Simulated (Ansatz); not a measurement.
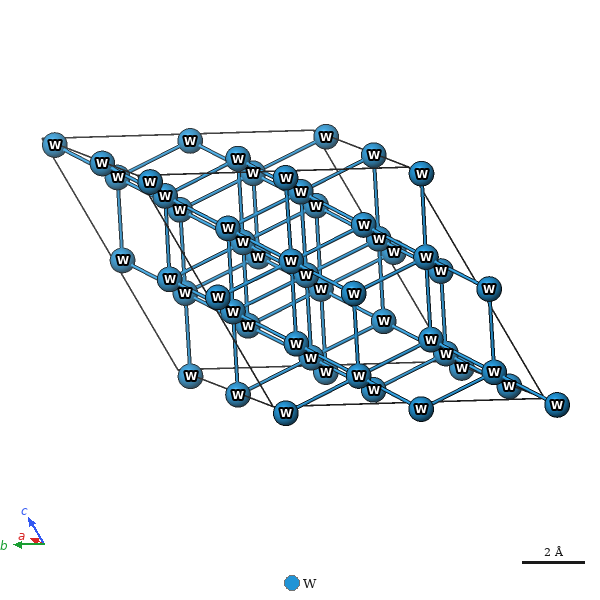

A ball-and-stick rendering, viewed from a general direction. The edges of the supercell are marked. The host is W, in a cell of 32 sites, and the cell is neutral.

**Which defect is modelled here, and what are its neighbours?**

A tungsten vacancy. Around the empty site lie 14 W at about 2.7 to 3.2 Å.

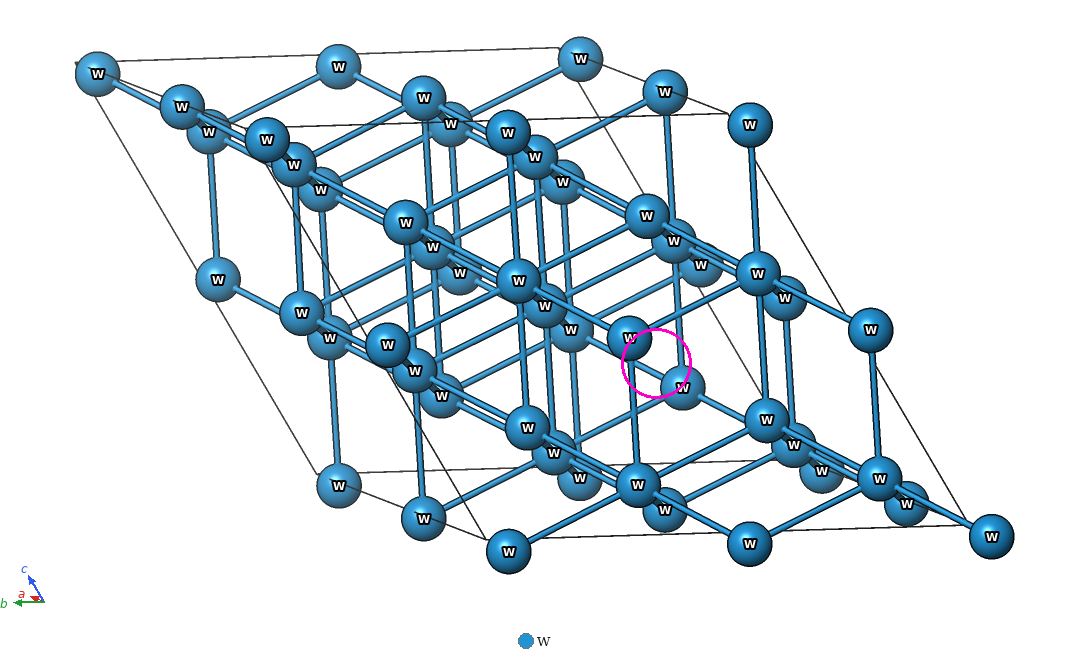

The same cell with a ring at the defect's site.

The atoms were relaxed in the host's cell with DFT PBE, scalar-relativistic, plane waves, PAW (Ansatz).
